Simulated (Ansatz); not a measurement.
## What a change does: single-point calculation on SiO$_{2}$

System: SiO$_{2}$ (I-42d, 6 atoms in the cell).
Method of run A: DFT r2SCAN, scalar-relativistic, plane waves, PAW, no spin polarisation (Ansatz 0.2.0).

The structure derives from an entry of the Crystallography Open Database. Text and figures count atoms from 1; the logs count them from 0 in places.

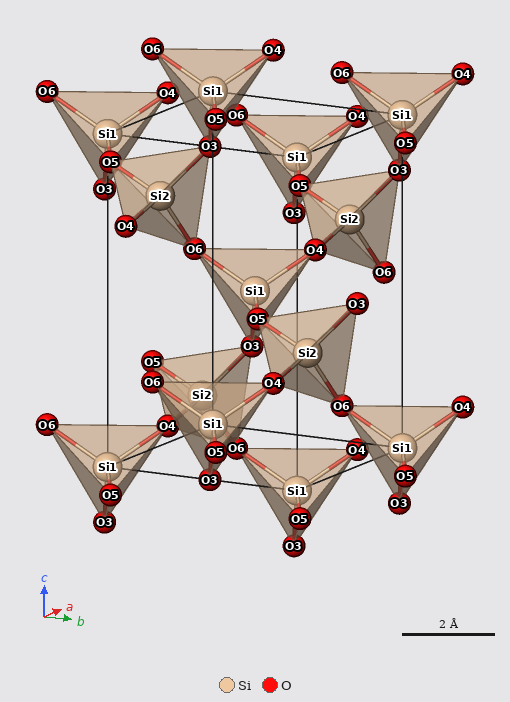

Fig. 1: The structure as given in the input (polyhedral view of the cell 2 times as large as that of the calculation, set on its symmetry axes, seen at an oblique angle; polyhedra are completed across the faces of the cell; atoms are numbered from 1 in the order of the input). An atom can appear more than once, as a periodic image.

## Input, run A
```yaml
crystal:
  lattice:
    - [-2.37405, 2.37405, 3.744]
    - [2.37405, -2.37405, 3.744]
    - [2.37405, 2.37405, -3.744]
  atoms:
    - { symbol: Si, position: [0.0, 0.0, 0.0] }
    - { symbol: Si, position: [0.75, 0.25, 0.5] }
    - { symbol: O, position: [0.99838, 0.625, 0.87338] }
    - { symbol: O, position: [0.375, 0.24838, 0.37338] }
    - { symbol: O, position: [0.75162, 0.125, 0.12662] }
    - { symbol: O, position: [0.875, 0.00162, 0.62662] }
basis:
  ecutwfc: 150
kpoints:
  mp_grid: { grid: [8, 8, 8] }
hamiltonian:
  xc: r2scan
scf:
  occupations: { method: gaussian, width: 0.02 }
output:
  forces: true
  stress: true
  eigenvalues: true
```

Command:
```bash
ansatz run input.yaml --threads 1 --pin off --max-ram 2560MiB --backend cpu --events-out ev --progress --plain --runs-dir out
```

Hardware: 1 thread of Intel Xeon (Sapphire Rapids), 32 GiB of memory available, shared host.

## Output, shortened to warnings, some set-up lines, iterations and results (run A)
```
Warning: basis.ecutwfc = 150 eV is below the records' recommended 500 eV, and the density's cutoff is lower with it unless basis.ecutrho_ratio is high enough to keep the records' density cutoff: compare with a run at a higher cutoff
Basis set: ecut = 150 eV, 355 PW (Γ), exchange–correlation on 96×96×96 points (64 copies of the dense FFT grid, shifted against one another)
Symmetry: 8 space group operations
k-points: 59 of 512 (time reversal used)
Initial density: superposition of atomic densities (neutral atoms: chi_scale 0, normalization atom), corrected by the library's trained network
[...]
SCF iter   1: F=—  HF=-3494.151482 eV  |F-HF|=—  |Δ(HF+E_count)|=         —  Δρ=2.81e-1  dr2=3.14e1  dr2_τ=2.64e0  ethr=1.77e-3  ⟨swp⟩=6.4  Hψ=7198  notcnv=0
SCF iter   2: F=—  HF=-3481.652001 eV  |F-HF|=—  |Δ(HF+E_count)|=    1.25e1  Δρ=8.40e-2  dr2=1.83e0  dr2_τ=5.28e-1  ethr=1.77e-3  ⟨swp⟩=3.9  Hψ=4067  notcnv=0  defer=108
SCF iter   3: F=—  HF=-3481.569110 eV  |F-HF|=—  |Δ(HF+E_count)|=   8.29e-2  Δρ=3.88e-2  dr2=3.61e-1  dr2_τ=9.30e-2  ethr=1.77e-3  ⟨swp⟩=2.0  Hψ=1734  notcnv=0  defer=53
SCF iter   4: F=—  HF=-3481.667239 eV  |F-HF|=—  |Δ(HF+E_count)|=   9.81e-2  Δρ=2.18e-3  dr2=3.14e-3  dr2_τ=4.13e-4  ethr=1.13e-3  ⟨swp⟩=2.6  Hψ=1825  notcnv=0  defer=53
SCF iter   5: F=—  HF=-3481.666947 eV  |F-HF|=—  |Δ(HF+E_count)|=   2.91e-4  Δρ=2.98e-4  dr2=4.64e-5  dr2_τ=5.75e-6  ethr=9.80e-6  ⟨swp⟩=2.1  Hψ=2140  notcnv=0  defer=53
SCF iter   6: F=—  HF=-3481.666969 eV  |F-HF|=—  |Δ(HF+E_count)|=   2.16e-5  Δρ=6.70e-5  dr2=3.29e-6  dr2_τ=3.13e-7  ethr=1.45e-7  ⟨swp⟩=2.0  Hψ=2163  notcnv=0  defer=53
SCF iter   7: F=-3481.666968 eV  HF=-3481.666968 eV  |F-HF|=4.86e-8  |Δ(HF+E_count)|=   1.12e-6  Δρ=1.01e-5  dr2=8.08e-8  dr2_τ=2.03e-9  ethr=3.13e-10  ⟨swp⟩=9.8  Hψ=7133  …
SCF 1 converged in 7 iterations: F = -3481.666968 eV  dr2 = 8.08e-8
SCF converged after 7 iterations
Free energy (F): -3481.666968 eV
Harris-Foulkes:  -3481.666968 eV  (|F-HF|=4.86e-8)
Internal energy: -3481.666968 eV  (E = F + TS)
E sigma→0 (E₀):  -3481.666968 eV
Fermi energy:    4.135471 eV
--- Per-component energies (eV) ---
  E_band       = -214.301098
  E_kinetic    = 880.930490
  E_local      = -2012.371479  (includes V_loc(G=0)·N_el)
  E_nonlocal   = 131.611087
  E_hartree    = 710.941807
  E_xc         = -434.694687
  E_vxc        = -579.713079  (∫ρ·V_xc dr)
  E_paw        = -1629.273303  (= ΣΔE_a)
  E_vpaw       = -93.488971  (= ΣTr[D̂ρ^β])
  E_aug_tail   = 0.170028  (compensation charges beyond the density's cutoff)
  E_vtau       = 36.665267  (kinetic-family band-sum trace: ∫τ·v_τ [+ j·A + Jᵃ·Aᵃ] dr)
  E_ewald      = -1128.700283
  E_core_change = -0.280630  (= ΣΔE_core)
  E_smearing   = -0.000000  (= −TS)
  E_closure    = 0.000000  (closes the sum)
  Σ components = -3481.666968   (vs F -3481.666968, Δ=0.00e0)
--- Forces (eV/Å), atoms counted from 1 ---
  atom   1  Si     0.00000000    -0.00000000    -0.00000000
  atom   2  Si     0.00000000     0.00000000    -0.00000000
  atom   3  O     -0.00000000    -1.00174324     0.00000000
  atom   4  O     -1.00174324    -0.00000000     0.00000000
  atom   5  O     -0.00000000     1.00174324     0.00000000
  atom   6  O      1.00174324     0.00000000     0.00000000
  max |Σ_I F_I| component: 7.81e-18 eV/Å
--- Stress (GPa, compression-positive) ---
      -17.979028       0.000000       0.000000
        0.000000     -17.979028       0.000000
        0.000000       0.000000     -19.212889
  P = ⅓ Tr σ = -18.3903 GPa (-183.903 kbar)
```

The input of run B differs as follows (lines with − go, lines with + come):
```diff
-  ecutwfc: 150
+  ecutwfc: 520
```

Predict how the results change.

The free energy of run B is 13074.5 meV per atom lower, which measures how much it depends on this numerical setting. The gap on the mesh goes from 5.18 to 6.70 eV. The pressure goes from −18.39 to −1.32 GPa. The largest force goes from 1.002 to 0.193 eV/Å. More plane waves can only lower the energy of a fixed Hamiltonian, so the higher cutoff gives the lower value. The lower cutoff gives the lower pressure, as an incomplete plane-wave basis does (Pulay stress). The SCF takes 6 iterations against 7. The plane waves at Γ go from 355 to 2317. On the same kind of shared host run B took about 3.6 times as long.

## Output, shortened to warnings, some set-up lines, iterations and results (run B)
```
Basis set: ecut = 520 eV, 2317 PW (Γ), exchange–correlation on 160×160×160 points (64 copies of the dense FFT grid, shifted against one another)
Symmetry: 8 space group operations
k-points: 59 of 512 (time reversal used)
Initial density: superposition of atomic densities (neutral atoms: chi_scale 0, normalization atom), corrected by the library's trained network
[...]
SCF iter   1: F=—  HF=-3559.950131 eV  |F-HF|=—  |Δ(HF+E_count)|=         —  Δρ=7.36e-3  dr2=4.62e-2  dr2_τ=5.20e-1  ethr=1.77e-3  ⟨swp⟩=7.1  Hψ=7786  notcnv=0
SCF iter   2: F=—  HF=-3560.114293 eV  |F-HF|=—  |Δ(HF+E_count)|=   1.64e-1  Δρ=4.57e-3  dr2=6.75e-3  dr2_τ=1.51e-3  ethr=1.44e-4  ⟨swp⟩=3.0  Hψ=3208  notcnv=0  defer=107
SCF iter   3: F=—  HF=-3560.113978 eV  |F-HF|=—  |Δ(HF+E_count)|=   3.15e-4  Δρ=1.55e-3  dr2=1.06e-3  dr2_τ=1.10e-4  ethr=2.11e-5  ⟨swp⟩=3.0  Hψ=2382  notcnv=0  defer=48
SCF iter   4: F=—  HF=-3560.113930 eV  |F-HF|=—  |Δ(HF+E_count)|=   4.88e-5  Δρ=2.37e-4  dr2=3.12e-5  dr2_τ=3.35e-6  ethr=3.33e-6  ⟨swp⟩=2.1  Hψ=2104  notcnv=0  defer=48
SCF iter   5: F=—  HF=-3560.113922 eV  |F-HF|=—  |Δ(HF+E_count)|=   7.28e-6  Δρ=5.17e-5  dr2=1.19e-6  dr2_τ=1.22e-7  ethr=9.75e-8  ⟨swp⟩=2.0  Hψ=2070  notcnv=0  defer=48
SCF iter   6: F=-3560.113923 eV  HF=-3560.113923 eV  |F-HF|=1.24e-8  |Δ(HF+E_count)|=   6.26e-7  Δρ=9.91e-6  dr2=5.43e-8  dr2_τ=2.55e-9  ethr=3.13e-10  ⟨swp⟩=10.1  Hψ=6443  …
SCF 1 converged in 6 iterations: F = -3560.113923 eV  dr2 = 5.43e-8
SCF converged after 6 iterations
Free energy (F): -3560.113923 eV
Harris-Foulkes:  -3560.113923 eV  (|F-HF|=1.24e-8)
Internal energy: -3560.113923 eV  (E = F + TS)
E sigma→0 (E₀):  -3560.113923 eV
Fermi energy:    4.053857 eV
--- Per-component energies (eV) ---
  E_band       = -194.883239
  E_kinetic    = 808.857363
  E_local      = -2199.959717  (includes V_loc(G=0)·N_el)
  E_nonlocal   = 235.622094
  E_hartree    = 807.627348
  E_xc         = -400.012199
  E_vxc        = -529.662055  (∫ρ·V_xc dr)
  E_paw        = -1683.271141  (= ΣΔE_a)
  E_vpaw       = -158.463513  (= ΣTr[D̂ρ^β])
  E_aug_tail   = 0.003240  (compensation charges beyond the density's cutoff)
  E_vtau       = 33.471819  (kinetic-family band-sum trace: ∫τ·v_τ [+ j·A + Jᵃ·Aᵃ] dr)
  E_ewald      = -1128.700283
  E_core_change = -0.280630  (= ΣΔE_core)
  E_smearing   = -0.000000  (= −TS)
  E_closure    = -0.000000  (closes the sum)
  Σ components = -3560.113923   (vs F -3560.113923, Δ=0.00e0)
--- Forces (eV/Å), atoms counted from 1 ---
  atom   1  Si     0.00000000    -0.00000000    -0.00000000
  atom   2  Si     0.00000000     0.00000000     0.00000000
  atom   3  O     -0.00000000    -0.19284437    -0.00000000
  atom   4  O     -0.19284437    -0.00000000     0.00000000
  atom   5  O     -0.00000000     0.19284437     0.00000000
  atom   6  O      0.19284437     0.00000000     0.00000000
  max |Σ_I F_I| component: 8.33e-17 eV/Å
--- Stress (GPa, compression-positive) ---
       -0.639113       0.000000      -0.000000
        0.000000      -0.639113       0.000000
        0.000000       0.000000      -2.682513
  P = ⅓ Tr σ = -1.3202 GPa (-13.202 kbar)
```

## The two runs side by side

| quantity | run A | run B |
| --- | --- | --- |
| outcome | converged | converged |
| free energy per atom (eV) | −580.2778 | −593.3523 |
| gap on the mesh (eV) | 5.18 | 6.70 |
| pressure (GPa) | −18.39 | −1.32 |
| largest force (eV/Å) | 1.002 | 0.193 |
| SCF iterations | 7 | 6 |
| irreducible k-points | 59 | 59 |
| plane waves at Γ | 355 | 2317 |
| wall time (shared host) | 4.2 s | 15 s |

For run A: Warnings: the cutoff is below the recommended one.
